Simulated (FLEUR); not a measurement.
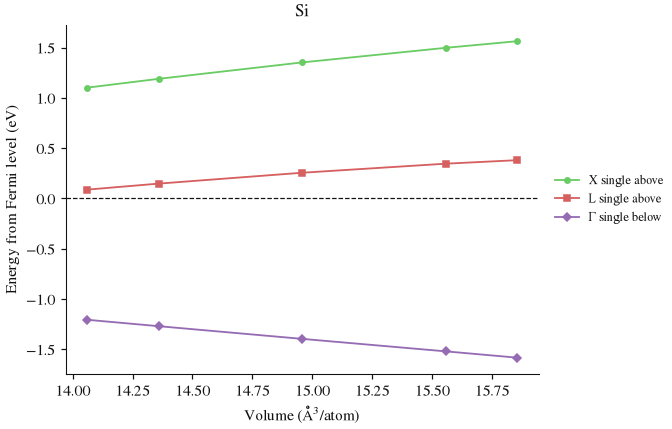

Levels at named k points against volume, from the Fermi level of each run. Each is named by its point, its degeneracy (spin aside) and its side of the Fermi level at the middle volume, where it is the nearest level on that side.

System: Si, space group Fmmm, 4 atoms in the primitive cell. The cell is scaled at fixed shape and fractional positions; at the middle volume, a = 5.35 Å, b = 5.24 Å, c = 3.60 Å, α = 71.86°, β = 68.44°, γ = 39.71°. Level of theory: LDA, all-electron, no spin polarisation, no spin-orbit coupling, 8×8×8 k mesh, Fermi-Dirac smearing of 0.05 eV; code FLEUR MaX-R8.1 (later development tree).

> How does each level move against the Fermi level from 14.06 Å³/atom to 15.86 Å³/atom?

X single above goes from +1.10 to +1.56 eV, L single above goes from +0.09 to +0.38 eV and Γ single below goes from −1.21 to −1.58 eV.

| volume | X single above (eV) | L single above (eV) | Γ single below (eV) |
| --- | --- | --- | --- |
| 14.06 Å³/atom | 1.10 | 0.09 | −1.21 |
| 14.36 Å³/atom | 1.19 | 0.15 | −1.27 |
| 14.96 Å³/atom | 1.35 | 0.26 | −1.40 |
| 15.56 Å³/atom | 1.50 | 0.35 | −1.52 |
| 15.86 Å³/atom | 1.56 | 0.38 | −1.58 |

This isn't the form of Si at room conditions, which is diamond. The Fermi level is that of this mesh and smearing.
